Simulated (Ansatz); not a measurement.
# Mg8HO8 (cell with a defect): what the fields show

Input

```
crystal:
  lattice:
    - [0.0, 3.851, 3.851]
    - [3.851, 0.0, 3.851]
    - [3.851, 3.851, 0.0]
  atoms:
    - { symbol: Mg, position: [0.0, 0.0, 0.0] }
    - { symbol: O, position: [0.25, 0.25, 0.25] }
    - { symbol: Mg, position: [0.0, 0.0, 0.5] }
    - { symbol: O, position: [0.25, 0.25, 0.75] }
    - { symbol: Mg, position: [0.0, 0.5, 0.0] }
    - { symbol: O, position: [0.25, 0.75, 0.25] }
    - { symbol: Mg, position: [0.0, 0.5, 0.5] }
    - { symbol: O, position: [0.25, 0.75, 0.75] }
    - { symbol: Mg, position: [0.5, 0.0, 0.0] }
    - { symbol: O, position: [0.75, 0.25, 0.25] }
    - { symbol: Mg, position: [0.5, 0.0, 0.5] }
    - { symbol: O, position: [0.75, 0.25, 0.75] }
    - { symbol: Mg, position: [0.5, 0.5, 0.0] }
    - { symbol: O, position: [0.75, 0.75, 0.25] }
    - { symbol: Mg, position: [0.5, 0.5, 0.5] }
    - { symbol: O, position: [0.75, 0.75, 0.75] }
    - { symbol: H, position: [-0.12626768, 0.38456109, 0.86374851], spin: 1.0 }
magnetization:
  spin_polarized: true
basis:
  ecutwfc: 420.0
kpoints:
  mp_grid: { grid: [3, 3, 3] }
hamiltonian:
  xc: pbe
  dispersion: d3bj
scf:
  occupations: { method: gaussian, width: 0.05 }
  lower_state_search: "off"
relax:
  f_tol: 0.03
  max_steps: 60
  adjacent_minimum: "off"
output:
  write_density: true
  write_potential: true
  elf: true
  volumetric_format: npy
```

Command:

```sh
ansatz run input.yaml --threads 4 --pin off --max-ram 10240MiB --backend cpu --events-out ev --progress --plain --runs-dir out
```

The fields are those of the run's last geometry, not of the input's.

Spin-polarised.

Level of theory: Ansatz, DFT PBE-D3(BJ), scalar-relativistic, plane waves, PAW.

Core electrons are frozen (PAW), and the valence fields are smoothed inside the atomic spheres.

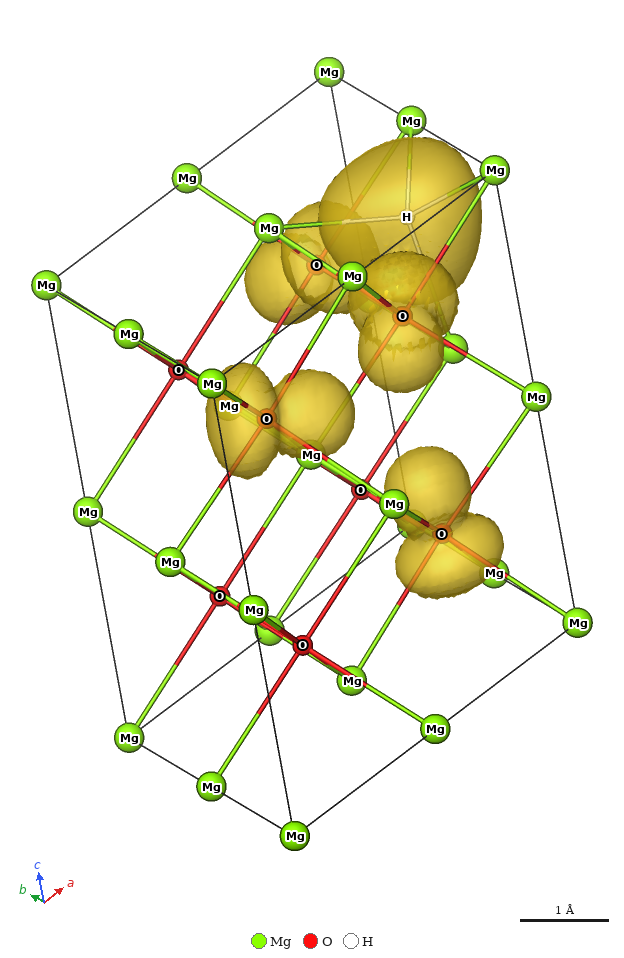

Figure 1. Isosurfaces of the magnetisation density (up minus down) at +0.02 (yellow) and −0.02 e/Å³ (cyan), seen slightly off an axis. Sticks mark near contacts.

### Where is the spin, and how is it ordered?

The spin density sits on H: +0.4 μB in one cell of 17 atoms, with smaller moments on other sites: O (up to +0.09 μB): with much of the spin spread outside that site. The cell of the calculation (17 atoms) carries 0.9 μB of net spin moment. Only one sign reaches the isovalue.

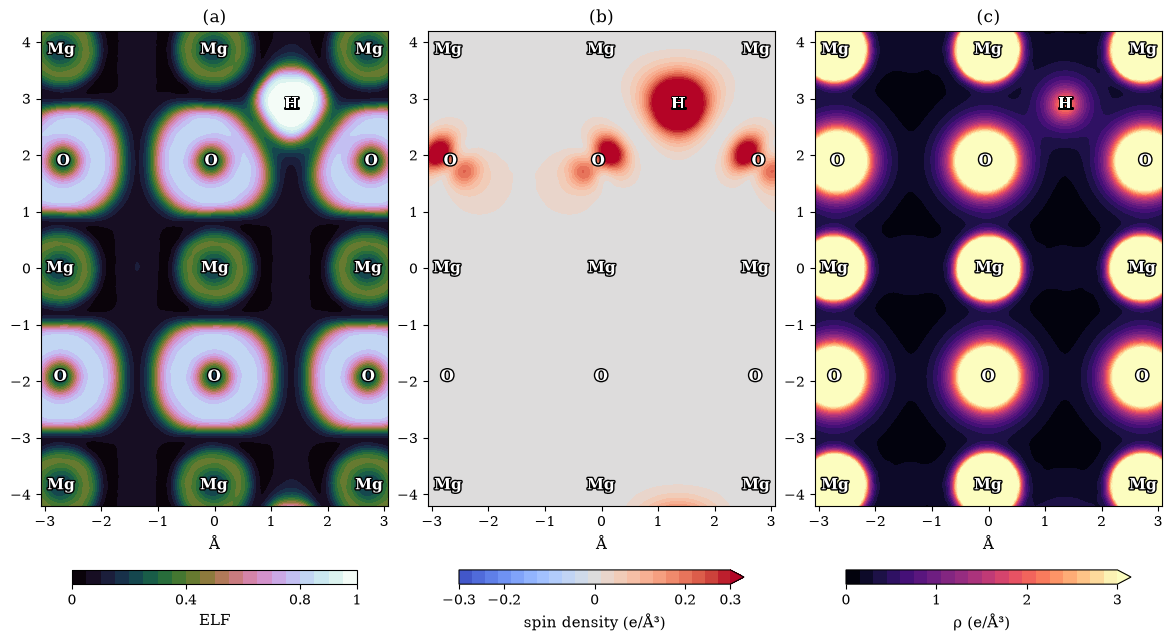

Figure 2. (a) ELF; (b) spin density (up minus down); (c) valence charge density (pseudo) on the (011̄) plane of the calculation cell.

### Read the bonding off the picture.

The section cuts through Mg, O and H sites.
Mg–H (1.68 Å): ρ is about 0.31 e/Å³ halfway; the ELF climbs to about 1 towards the hydrogen.
Mg–O (1.92 Å): ρ is about 0.5 e/Å³ halfway; the ELF peaks at about 0.85 in the valence shell of O, 0.6 Å from its nucleus, and is about 0.30 at the midpoint; a largely ionic contact.
Mg–O (1.97 Å): ρ at the midpoint is about 0.45 e/Å³; the ELF peaks at about 0.80 in the valence shell of O, 0.6 Å from its nucleus, and is about 0.30 at the midpoint (a closed-shell, largely ionic contact).
Between the atoms the lowest density in this plane is 0.1 e/Å³.
